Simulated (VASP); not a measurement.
# GaN with r2SCAN: from relaxation to properties

How well does r2SCAN reproduce what experiment finds for GaN? The cell is relaxed first, and properties follow on it. The steps: relaxing cell and atoms (r2SCAN), second relaxation, single point with fields (r2SCAN), bands along the symmetry lines (r2SCAN), total and projected DOS (r2SCAN), zone-centre phonons (r2SCAN), optical spectrum (r2SCAN), band structure (r2SCAN + SOC), bands along the symmetry lines (HSE06) and bands along the symmetry lines (TB-mBJ). The start is a cell from a database of measured crystal structures.

Program: VASP 6.6.1. Level of theory: r2SCAN; plane waves and PAW (Ga_d, N), in the first sound run; inputs show where later runs differ. Results are calculated unless marked as measured.

**What experiment says.**

“Vacancy defect in bulk and at (10overline10) surface of GaN: A combined first-principles theoretical and experimental analysis” (2017, arxiv:1710.05670) quotes from earlier work for GaN, wurtzite (bulk w-GaN, literature): lattice constant a (a, Expt. column of Table I) 3.189 Å; lattice constant c (c, Expt. column of Table I) 5.186 Å.

“Studying electronic properties in GaN without electrical contacts using γ-γ vs e−-γ Perturbed Angular Correlations” (2019, pmc:6823545) quotes from earlier work for GaN, wurtzite (bulk crystal): band gap (direct gap at Gamma, earlier experiment) 3.503 ± 0.005 eV [Cited literature value; temperature and sample not stated].

For GaN, wurtzite ((0001) GaN substrate, no acoustic wave, 300 K), “Optical phonon modulation in semiconductors by surface acoustic waves” (2016, arxiv:1601.01883) gives, by Raman backscattering, 473 nm excitation: Raman mode (E2(high)) 570 cm⁻¹.

Report form: the programs' logs are mostly left out.

The database entry behind the starting cell differs from later determinations by our own check (about 0.3 % short, ideal inner coordinate), so it need not match the best structure at ambient conditions.

## 1. Set-up

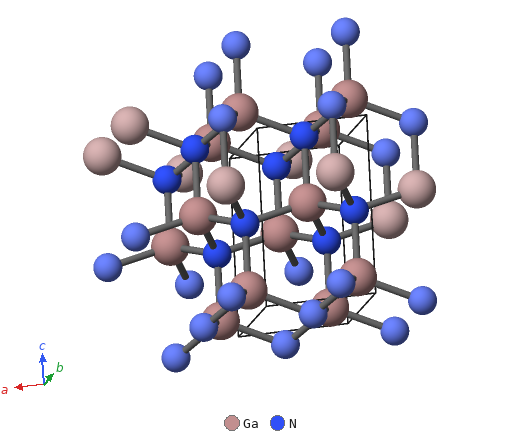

Start, viewed from a free direction; gallium pink, nitrogen blue. 2×2×1 cells are drawn. Some periodic images of atoms are drawn too.

## 2. Relaxing cell and atoms (r2SCAN)

The start need not lie at this functional's minimum. ISIF = 3 frees volume, shape and positions, and EDIFFG sets the threshold on forces and stress at which the search stops. r2SCAN adds the kinetic-energy density, costs more than a GGA and is run with LASPH.

Contents of INCAR:

```
SYSTEM = GaN
PREC = Accurate
ENCUT = 520
EDIFF = 1E-06
NELM = 100
ISMEAR = 0
SIGMA = 0.05
LREAL = .FALSE.
ALGO = Normal
METAGGA = R2SCAN
LASPH = .TRUE.
NBANDS = 24
LORBIT = 11
LWAVE = .FALSE.
LCHARG = .FALSE.
KPAR = 4
IBRION = 2
NSW = 60
ISIF = 3
EDIFFG = -0.01
```

Contents of POSCAR:

```
GaN
1.0
    3.1800000000      0.0000000000      0.0000000000
   -1.5900000000      2.7539607840      0.0000000000
    0.0000000000      0.0000000000      5.1660000000
Ga N
2 2
Direct
    0.3333333333      0.6666666667      0.0000000000
    0.6666666667      0.3333333333      0.5000000000
    0.3333333333      0.6666666667      0.3750000000
    0.6666666667      0.3333333333      0.8750000000
```

Contents of KPOINTS:

```
Automatic mesh
0
Gamma
7 7 4
0 0 0
```

The projector-augmented-wave data sets are Ga_d and N (PBE family, release 64).

Started as:

```
$ mpirun -np 4 vasp_std
```

Run time: 80 s. Hardware: 4 MPI ranks of Intel Xeon 6975P-C (Granite Rapids), shared host; peak memory 0.69 GiB.

The gap is read on the k-mesh alone, so it is an upper bound where the band edges lie off the mesh. The PAW data sets were made with PBE, which is usual practice but a small mismatch for other functionals. The run keeps the 12 symmetry operations of its start, so it cannot find a distortion of lower symmetry.

Step by step:

```csv
step,energy less that of the first step (eV),largest force (eV/Å),pressure (GPa),volume (Å³)
1,0.0000,0.1369,2.24,45.24
2,0.0006,0.0848,-2.28,46.28
3,-0.0047,0.0218,-0.02,45.73
4,-0.0047,0.0192,-0.08,45.74
5,-0.0047,0.0012,0.13,45.72
6,-0.0047,0.0004,0.06,45.72
```

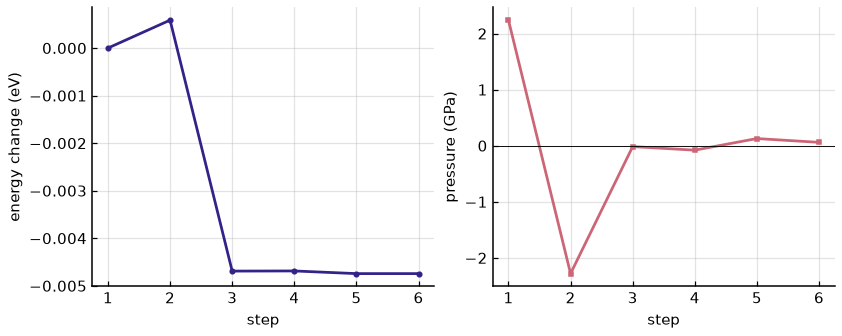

Energy and pressure along the relaxation.

```csv
"conventional cell, symmetrised",before,after,change
a (Å),3.180,3.188,+0.3 %
b (Å),3.180,3.188,+0.3 %
c (Å),5.166,5.194,+0.5 %
volume (Å³/atom),11.31,11.43,+1.1 %
```

The relaxed structure:

```xyz
4
Lattice="3.1882 0.0000 0.0000 -1.5941 2.7610 0.0000 0.0000 0.0000 5.1942" Properties=species:S:1:pos:R:3 pbc="T T T"
Ga    0.0000    1.8407   -0.0042
Ga    1.5941    0.9203    2.5929
N     0.0000    1.8407    1.9520
N     1.5941    0.9203    4.5491
```

A gap read on the k-mesh alone can miss the band edges.

This step gave:

| Property | Result |
| --- | --- |
| electrons | 36 |
| bands | 24 |
| irreducible k-points | 24 |
| symmetry operations | 12 |
| free energy (TOTEN) | -43.82 eV |
| Fermi energy | 5.332 eV |
| pressure | 0.06004 GPa |
| metallic | no |
| valence top at k | 0, 0, 0 |
| conduction bottom at k | 0, 0, 0 |
| least direct gap at k | 0, 0, 0 |
| SCF cycles over all ionic steps | 43 |
| gap on the k-mesh | 2.305 eV |
| least direct gap on the k-mesh | 2.305 eV |

It ends with forces under 0.001 eV/Å and a pressure of 0.06 GPa. The volume lies +1.1 % from that of the database's start.

## 3. Second relaxation

A relaxation keeps the plane waves of the cell it began with, so it is repeated from the new cell, on a basis made for it.

INCAR is that of step 2.

Contents of POSCAR:

```
GaN
1.0
    3.1881844855      0.0000000000      0.0000000000
   -1.5940922428      2.7610487564      0.0000000000
    0.0000000000      0.0000000000      5.1941922383
Ga N
2 2
Direct
    0.3333333333      0.6666666667      0.9991975713
    0.6666666667      0.3333333333      0.4991975713
    0.3333333333      0.6666666667      0.3758024287
    0.6666666667      0.3333333333      0.8758024287
```

KPOINTS is that of step 2.

Started as:

```
$ mpirun -np 4 vasp_std
```

The job ended after 44 s (4 MPI ranks; peak memory 0.69 GiB; 2.6 min of CPU time).

Little changed from the start: no atom moved by 0.005 Å and no cell edge by 0.1 %.

Numbers from this step:

```
Fermi energy                    : 5.327 eV
pressure                        : 0.04016 GPa
SCF cycles over all ionic steps : 24
gap on the k-mesh               : 2.303 eV
least direct gap on the k-mesh  : 2.303 eV
```

It ends with a largest force of 0.004 eV/Å and a pressure of 0.04 GPa. The volume moved by only 0.04 %, so the volume is settled.

## 4. Single point with fields (r2SCAN)

The relaxed cell gets a fresh self-consistent run, on a basis set for its own volume, to fix the density and to check the remaining stress.

Edit INCAR of step 3 so:

```diff
@@ -14,7 +14,5 @@
 LWAVE = .FALSE.
-LCHARG = .FALSE.
-KPAR = 4
-IBRION = 2
-NSW = 60
-ISIF = 3
-EDIFFG = -0.01
+LCHARG = .TRUE.
+ISIF = 2
+LELF = .TRUE.
+LVHAR = .TRUE.
```

Contents of POSCAR:

```
GaN
1.0
    3.1888555310      0.0000000000      0.0000000000
   -1.5944277655      2.7616298988      0.0000000000
    0.0000000000      0.0000000000      5.1940668973
Ga N
2 2
Direct
    0.3333333333      0.6666666667      0.9991932276
    0.6666666667      0.3333333333      0.4991932276
    0.3333333333      0.6666666667      0.3758067724
    0.6666666667      0.3333333333      0.8758067724
```

KPOINTS is that of step 3.

Started as:

```
$ mpirun -np 4 vasp_std
```

Wall time 20 s (4 MPI ranks); peak memory 0.5 GiB.

This step gave:

* SCF cycles: 14
* pressure: 0.01179 GPa

Valence electrons inside each PAW sphere by angular momentum. Sphere charges, by row:

```csv
atom,s (e),p (e),d (e),tot (e)
Ga1,0.754,0.875,10.19,11.82
Ga2,0.754,0.875,10.19,11.82
N3,1.232,2.545,0,3.776
N4,1.232,2.545,0,3.776
```

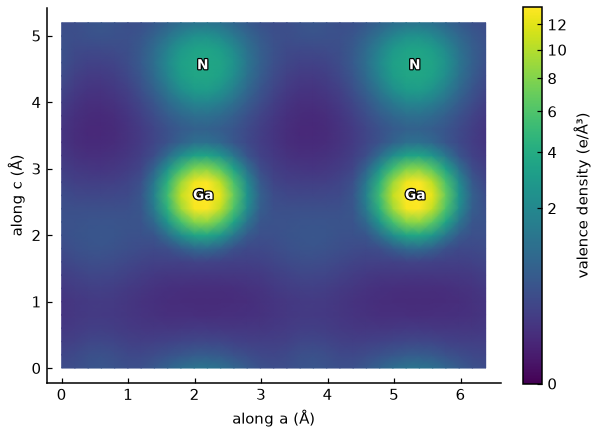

Valence density in the ac plane at fractional y = 0.333, with atoms of Ga and N within 0.2 Å of it. It is the smooth field of the valence electrons, not physical close to the nuclei. The colour scale is stretched toward low values.

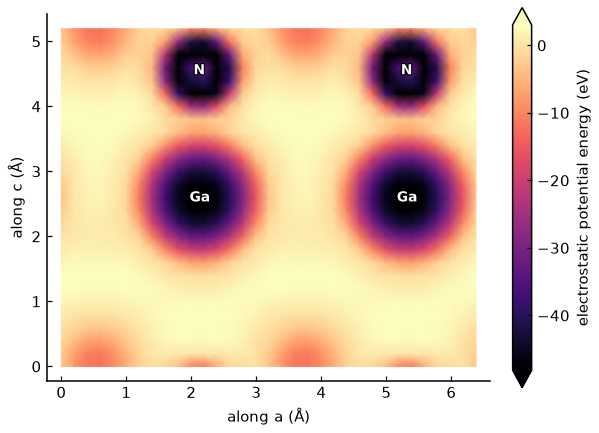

Electrostatic potential energy in the ac plane at fractional y = 0.333, with atoms of Ga and N within 0.2 Å of it. With pseudopotentials it is smooth inside the atoms' cores, unlike the true potential.

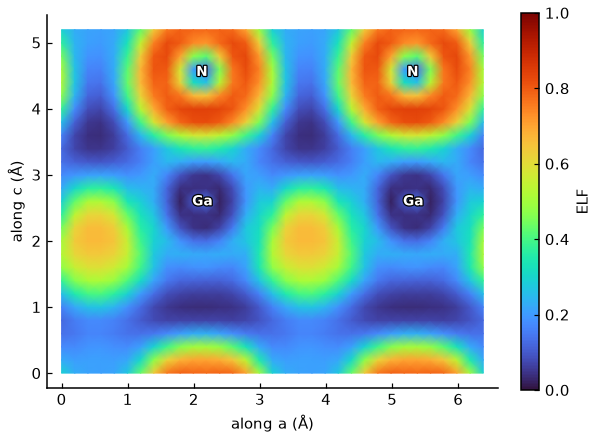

ELF in the ac plane at fractional y = 0.333, with atoms of Ga and N within 0.2 Å of it. It is the smooth field of the valence electrons, not physical close to the nuclei.

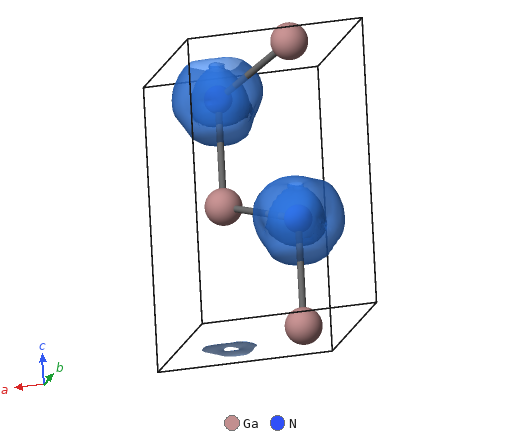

Surface of ELF = 0.78.

In this run the pressure is 0.01 GPa, small enough to go on.

## 5. Bands along the symmetry lines (r2SCAN)

Levels along the symmetry lines show where the bands peak and cross; KPOINTS_OPT computes them in the converged potential.

Contents of INCAR:

```
SYSTEM = GaN
PREC = Accurate
ENCUT = 520
EDIFF = 1E-06
NELM = 100
ISMEAR = 0
SIGMA = 0.05
LREAL = .FALSE.
ALGO = Normal
METAGGA = R2SCAN
LASPH = .TRUE.
NBANDS = 32
LORBIT = 11
LWAVE = .FALSE.
LCHARG = .FALSE.
KPAR = 4
```

POSCAR is that of step 4.

KPOINTS is that of step 4.

Contents of KPOINTS_OPT:

```
Line mode
16
Line-mode
Reciprocal
  0.00000000   0.00000000   0.00000000 GAMMA
  0.50000000   0.00000000   0.00000000 M

  0.50000000   0.00000000   0.00000000 M
  0.33333333   0.33333333   0.00000000 K

  0.33333333   0.33333333   0.00000000 K
  0.00000000   0.00000000   0.00000000 GAMMA

  0.00000000   0.00000000   0.00000000 GAMMA
  0.00000000   0.00000000   0.50000000 A

  0.00000000   0.00000000   0.50000000 A
  0.50000000   0.00000000   0.50000000 L

  0.50000000   0.00000000   0.50000000 L
  0.33333333   0.33333333   0.50000000 H

  0.33333333   0.33333333   0.50000000 H
  0.00000000   0.00000000   0.50000000 A

  0.50000000   0.00000000   0.50000000 L
  0.50000000   0.00000000   0.00000000 M

  0.33333333   0.33333333   0.00000000 K
  0.33333333   0.33333333   0.50000000 H
```

Started as:

```
$ mpirun -np 4 vasp_std
```

Elapsed: 75 s, on 4 MPI ranks; peak memory 0.79 GiB.

Spin-orbit coupling is off here; it would split degenerate levels.

Numbers from this step:

| Item | Value |
| --- | --- |
| bands | 32 |
| Fermi energy | 5.307 eV |
| pressure | -0.04965 GPa |
| least gap on mesh and path | 2.302 eV |
| least direct gap on mesh and path | 2.303 eV |

The electronic bands at the labelled points (eV, zero at the valence-band top; v1 is the highest filled band, c1 the lowest empty one):

```csv
point,v4,v3,v2,v1,c1,c2,c3,c4
Γ,-1.06,-0.04,0.00,0.00,2.30,4.78,9.92,10.56
M,-4.28,-2.82,-2.23,-1.02,5.56,6.09,6.53,9.30
K,-5.38,-3.03,-3.03,-2.78,5.59,8.47,8.47,9.05
Γ,-1.06,-0.04,0.00,0.00,2.30,4.78,9.92,10.56
A,-0.54,-0.54,-0.54,-0.54,4.73,4.73,9.15,9.15
L,-1.99,-1.99,-1.94,-1.94,4.87,4.87,8.38,8.38
H,-4.27,-4.27,-1.52,-1.52,6.98,6.98,7.86,7.86
A,-0.54,-0.54,-0.54,-0.54,4.73,4.73,9.15,9.15
jump to L,-1.99,-1.99,-1.94,-1.94,4.87,4.87,8.38,8.38
M,-4.28,-2.82,-2.23,-1.02,5.56,6.09,6.53,9.30
jump to K,-5.38,-3.03,-3.03,-2.78,5.59,8.47,8.47,9.05
H,-4.27,-4.27,-1.52,-1.52,6.98,6.98,7.86,7.86
```

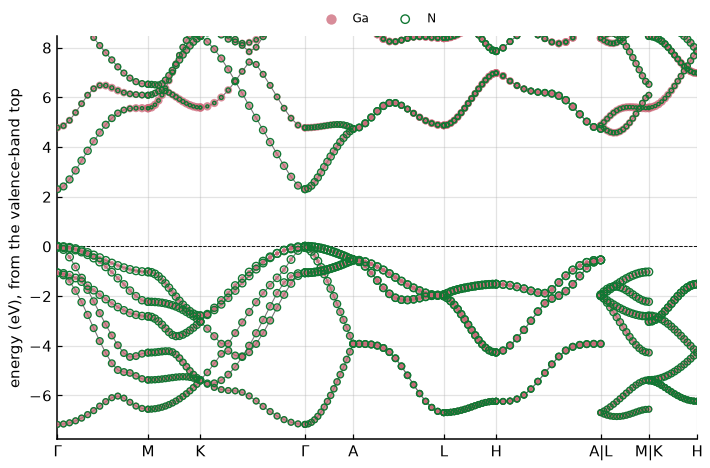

Electronic bands along the path; dots are coloured as in the legend, and their area grows with the weight.

The path finds the gap of the mesh within 0.02 eV, so the mesh comes close to both band edges.

## 6. Total and projected DOS (r2SCAN)

A density of states needs more k-points than a total energy; ISMEAR = -5 takes tetrahedra, and LORBIT projects the states on the PAW spheres. The mesh is finer than in the run before.

Edit INCAR of step 5 so:

```diff
@@ -5,3 +5,3 @@
 NELM = 100
-ISMEAR = 0
+ISMEAR = -5
 SIGMA = 0.05
@@ -16 +16,2 @@
 KPAR = 4
+NEDOS = 2001
```

POSCAR is that of step 5.

Contents of KPOINTS:

```
Automatic mesh
0
Gamma
10 10 6
0 0 0
```

Started as:

```
$ mpirun -np 4 vasp_std
```

Elapsed: 47 s, on 4 MPI ranks; peak memory 0.82 GiB; 2.8 min of CPU time.

This step gave:

| Item | Value |
| --- | --- |
| irreducible k-points | 56 |
| Fermi energy | 5.048 eV |
| pressure | -0.05319 GPa |

The density of states has structure finer than the step of the table below, so its rows give means over 1 eV, whole bins alone (the curve runs from -12.0 to 10.2 eV). Peaks (eV: height): total -11.9: 3.71, -6.0: 3.17, -1.6: 4.09, 8.8: 4.33; N p -6.0: 0.902, -1.6: 2.07, 8.8: 1.20; Ga p -4.1: 0.258, -1.6: 0.615, 6.0: 0.349, 8.8: 0.478; Ga d -11.9: 2.13, -1.6: 0.269, 8.8: 0.308; Ga s -6.0: 1.00, 6.1: 0.298, 8.8: 0.869.

States under -12.0 eV and over 10.2 eV are left out. Density of states against energy, zero at the valence-band top; means over each step; values in states/eV/cell:

```csv
energy (eV),total,N p,Ga p,Ga d,Ga s,N s
-8,0,0,0,0,0,0
-7,0.270,0.0737,0.0183,0.00662,0.0779,0.00268
-6,2.08,0.590,0.116,0.0684,0.624,0.0473
-5,1.06,0.317,0.0958,0.0565,0.208,0.0571
-4,1.32,0.469,0.199,0.0646,0.120,0.0376
-3,1.93,0.799,0.327,0.0967,0.0821,0.0280
-2,2.91,1.40,0.455,0.183,0.0522,0.0183
-1,2.16,1.16,0.267,0.185,0.0140,0.00657
0,0.291,0.171,0.0212,0.0341,2.0e-4,1.6e-4
1,0,0,0,0,0,0
2,1.9e-4,8.2e-6,0,0,4.6e-5,5.1e-5
3,0.0342,0.00498,9.4e-4,1.9e-4,0.00681,0.00894
4,0.144,0.0277,0.00815,0.00109,0.0244,0.0312
5,1.03,0.127,0.132,0.0415,0.161,0.141
6,1.86,0.233,0.263,0.127,0.266,0.159
7,1.09,0.192,0.130,0.0749,0.190,0.0674
8,1.81,0.403,0.212,0.141,0.359,0.0372
9,1.97,0.508,0.258,0.140,0.376,0.0162
```

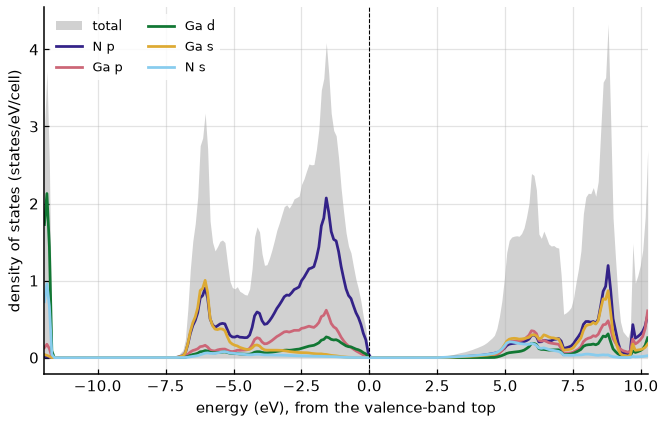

Density of states against energy.

The gap on this mesh is 2.30 eV. In the top eV of the valence band the largest shares in the PAW spheres are N p 57 %, Ga d 10 % and Ga p 10 %; in the lowest eV of the conduction band, N s 27 %, Ga s 21 % and N p 13 %. The rest lies in smaller channels or between the spheres.

## 7. Zone-centre phonons (r2SCAN)

Zone-centre modes test whether the atoms sit at a minimum within this cell. IBRION = 6 takes the force constants from differences of forces between displaced cells, so the forces must be tight.

Contents of INCAR:

```
SYSTEM = GaN
PREC = Accurate
ENCUT = 520
EDIFF = 1E-08
NELM = 100
ISMEAR = 0
SIGMA = 0.05
LREAL = .FALSE.
ALGO = Normal
METAGGA = R2SCAN
LASPH = .TRUE.
NBANDS = 24
LORBIT = 11
LWAVE = .FALSE.
LCHARG = .FALSE.
KPAR = 4
IBRION = 6
NFREE = 2
POTIM = 0.015
ISIF = 2
NSW = 1
```

POSCAR is that of step 6.

Contents of KPOINTS:

```
Automatic mesh
0
Gamma
16 16 9
0 0 0
```

Started as:

```
$ mpirun -np 4 vasp_std
```

It took 31 min on 4 MPI ranks; peak memory 6.5 GiB; 2.1 h of CPU time.

The last energy, forces, stress and levels in OUTCAR belong to the last displaced cell, not to the cell of POSCAR.

Numbers from this step:

```yaml
bands: 24
irreducible_k_points: 150
pressure_of_the_cell: -0.01881 GPa
largest_force_of_the_cell: 0.003523 eV/Å
```

Transverse limit, no LO-TO splitting. The modes at Γ (shares of kinetic energy by element, %) (negative means imaginary):

```csv
mode,frequency (cm⁻¹),symmetry,Ga %,N %
1,-7.5,acoustic,84,16
2,-0.6,acoustic,83,17
3,-0.6,acoustic,83,17
4,139.4,E2,88,12
5,139.4,E2,88,12
6,325.4,B,100,0
7,531.1,A1,16,84
8,554.0,E1,17,83
9,554.0,E1,17,83
10,564.3,E2,12,88
11,564.3,E2,12,88
12,695.4,B,0,100
```

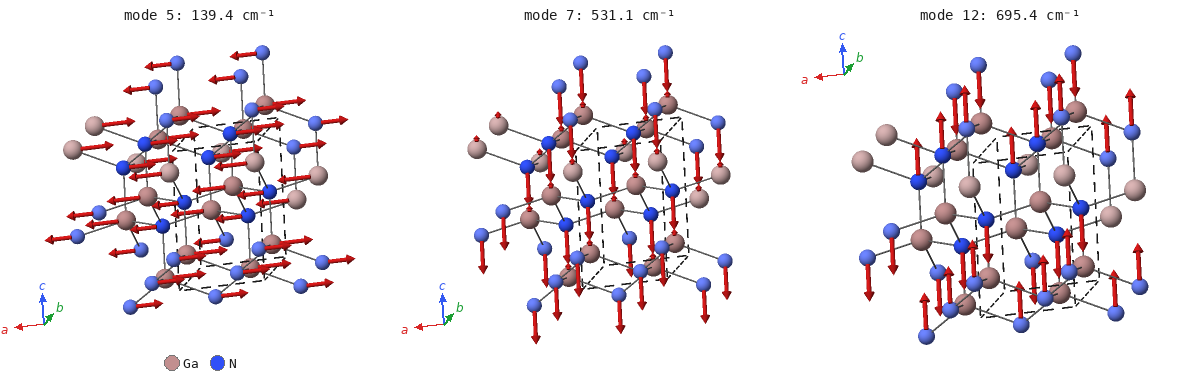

Displacement patterns of modes 5, 7 and 12 at Γ; arrows are exaggerated. 2×2×1 cells are drawn. Some periodic images of atoms are drawn too.

The three acoustic modes lie within 7.5 cm⁻¹ of zero, and all others are real. By the characters of their eigenvectors the optical modes sort into (cm⁻¹) Raman active: E2 139, A1 531, E1 554, E2 564; infrared active: A1 531, E1 554; silent: B 325, B 695. B labels carry no number here, since it depends on the setting of the axes.

(Part 1 of 2 ends here.)

[Lines on the potential files, build, host, timing and source positions are cut from VASP's logs without a mark.]

[Logs are printed without paths, hosts, clocks, repeated set-up lines and the standing remarks that a program may print on its own settings, such as how far it seeks lower states.]

[Hosts, paths, dates, database ids (printed as entryN), source tags and the programs' standing remarks are cut or masked in the printed files.]

[A measured line is paired with the nearest computed mode of its activity, which favours agreement.]
